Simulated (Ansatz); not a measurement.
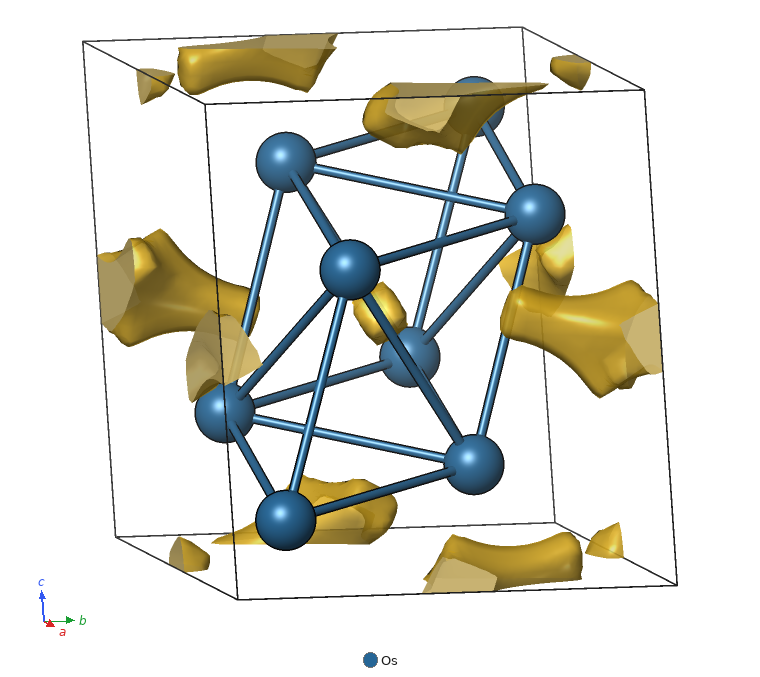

The yellow surface encloses the points that the centre of a probe sphere of radius 0.20 Å can occupy in Os (P2_1/c), computed on a grid of about 0.14 Å (1×1×1 cells shown, view slightly off an axis; pale faces close the region where the box cuts it).

The atoms' radii are covalent radii (Cordero): Os 1.44 Å.

Origin of the cell: coordinates from a relaxation with DFT PBEsol, scalar-relativistic, plane waves, PAW (Ansatz).

```xyz
8
Lattice="5.0766 0.0000 0.0000 0.0000 4.6148 0.0000 -1.3633 0.0000 4.9161" Properties=species:S:1:pos:R:3 pbc="T T T"
Os    0.9102    1.5603    3.9136
Os    2.1215    3.8677    3.4606
Os    2.8032    3.0546    1.0026
Os    1.5918    0.7471    1.4555
Os    3.5021    1.5776    3.1383
Os   -0.4704    3.8850    4.2358
Os    0.2113    3.0372    1.7778
Os    4.1837    0.7298    0.6803
```

Question: Do these regions connect?

Answer: They are isolated pockets that do not connect across cells.

Question: What share of the cell can the probe's centre reach?

Answer: About 3.8 % of the volume (4.4 Å³ of 115.2 Å³).

Question: Give the largest included and the largest free sphere.

Answer: The largest sphere that fits anywhere has a diameter of 1.21 Å; the largest that can travel through the crystal, about 0.2 Å.

Question: How does the connectivity change as the probe shrinks?

Answer: Below a radius of about 0.11 Å the space forms a three-dimensional network. These are grid estimates, good to about 0.05 Å.
